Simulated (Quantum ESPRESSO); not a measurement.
## Si: 7 runs along one coordinate

System: Si (1 atom in the cell).
Method: Kohn-Sham DFT of a periodic cell, PBE, SSSP 1.3 efficiency PBE, no spin polarisation (Quantum ESPRESSO 7.5).

The 7 runs differ only in the geometry, by an even scaling of the cell at fixed fractional positions. The structure derives from a Materials Project entry.

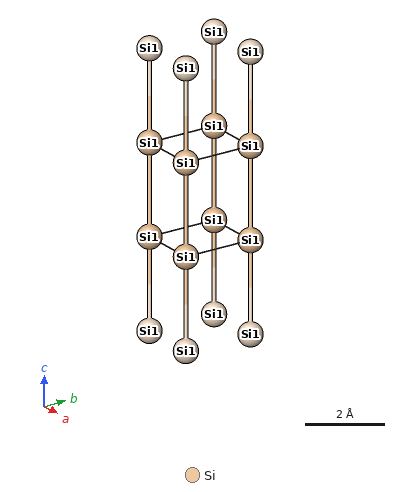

Figure 1. The structure of run 4 (ball-and-stick view of the cell of the calculation, seen slightly off an axis; neighbours outside the cell are drawn fainter; atoms are numbered from 1 in the order of the input).

### The input of run 4
```
&CONTROL
  calculation = 'scf'
  prefix = 'pwscf'
  outdir = './tmp'
  pseudo_dir = './pseudo'
  tprnfor = .true.
  tstress = .true.
  disk_io = 'low'
/
&SYSTEM
  ibrav = 0
  nat = 1
  ntyp = 1
  ecutwfc = 55
  ecutrho = 440
  nbnd = 7
  occupations = 'smearing'
  smearing = 'fd'
  degauss = 0.00367493
/
&ELECTRONS
  conv_thr = 2d-10
  electron_maxstep = 120
  mixing_beta = 0.5
/
ATOMIC_SPECIES
Si    28.0850 Si.pbe-n-rrkjus_psl.1.0.0.UPF
CELL_PARAMETERS angstrom
   2.6205428149    0.0000000000    0.0000000000
  -1.3102714075    2.2694566494    0.0000000000
   0.0000000000    0.0000000000    2.4663543900
ATOMIC_POSITIONS crystal
Si     0.0000000000    0.0000000000    0.0000000000
K_POINTS automatic
12 12 11 0 0 0
```

### File pp_density.in of run 4
```
&INPUTPP
  prefix = 'pwscf'
  outdir = './tmp'
  filplot = 'density.dat'
  plot_num = 0
/
&PLOT
  nfile = 1
  filepp(1) = 'density.dat'
  iflag = 3
  output_format = 6
  fileout = 'density.cube'
/
```

### File pp_potential.in of run 4
```
&INPUTPP
  prefix = 'pwscf'
  outdir = './tmp'
  filplot = 'potential.dat'
  plot_num = 11
/
&PLOT
  nfile = 1
  filepp(1) = 'potential.dat'
  iflag = 3
  output_format = 6
  fileout = 'potential.cube'
/
```

Command:
```bash
OMP_NUM_THREADS=1 pw.x -in pw.in > pw.out
OMP_NUM_THREADS=1 pp.x -in pp_density.in > pp_density.out
OMP_NUM_THREADS=1 pp.x -in pp_potential.in > pp_potential.out
```

Lattice vectors (Å) and fractional positions of run 4:
```
   2.620543    0.000000    0.000000
  -1.310271    2.269457    0.000000
   0.000000    0.000000    2.466354
Si  0.000000  0.000000  0.000000
```

Run 2 has the same physical settings and fractional positions; its lattice vectors (Å) are:
```
   2.585126    0.000000    0.000000
  -1.292563    2.238785    0.000000
   0.000000    0.000000    2.433021
```

### Results, with one run withheld

```tsv
run	volume per atom (Å³)	free energy per atom, from the lowest run given (meV)	pressure (GPa)
1	13.788	43.01	11.77
2	14.081	?	?
3	14.375	11.46	5.67
4	14.668	3.48	3.08
5	14.961	0.00	0.75
6	15.255	0.55	−1.32
7	15.548	4.69	−3.18
```

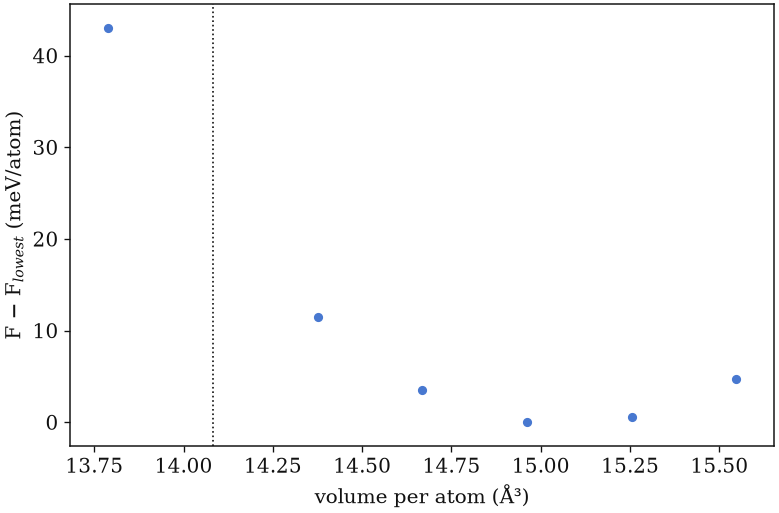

Figure 2. Free energy per atom of the runs given; the dotted line marks run 2.

What should run 2 give?

A cubic polynomial in V^(−2/3) (the Birch–Murnaghan form), fitted to the 6 runs given, misses them by at most 0.01 meV per atom. With x = V^(−2/3) − 0.16629 Å⁻², it reads F = 2.1292 + 2023.7 x + 4.3256e+05 x² + 7.1662e+05 x³ (meV per atom). At run 2 it gives 24.46 meV per atom, and the run itself gives 24.45. The slope of the fit gives a pressure −dF/dV of 8.56 GPa there, and the run prints 8.56 GPa. The fit has its minimum at 15.066 Å³ per atom, where V d²F/dV² gives 109 GPa. Cell shape and fractional positions are held, so this is the stiffness under even scaling; the relaxed bulk modulus wasn't computed.

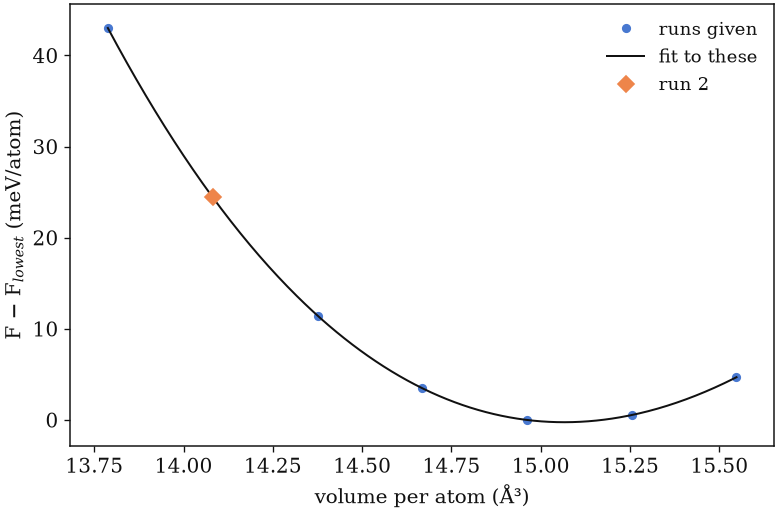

Figure 3. The fit and the withheld run.

### Some lines of the output (run 2)
```
[...]
     unit-cell volume          =      95.0247 (a.u.)^3
     number of k points=   114  Fermi-Dirac smearing, width (Ry)=  0.0037
     total energy              =     -11.39621905 Ry
     total energy              =     -11.39625990 Ry
     total energy              =     -11.39627640 Ry
     total energy              =     -11.39627733 Ry
     total energy              =     -11.39627735 Ry
     the Fermi energy is    10.7559 ev
!    total energy              =     -11.39627735 Ry
     The total energy is F=E-TS. E is the sum of the following terms:
     Computing stress (Cartesian axis) and pressure
          total   stress  (Ry/bohr**3)                   (kbar)     P=       85.56
```
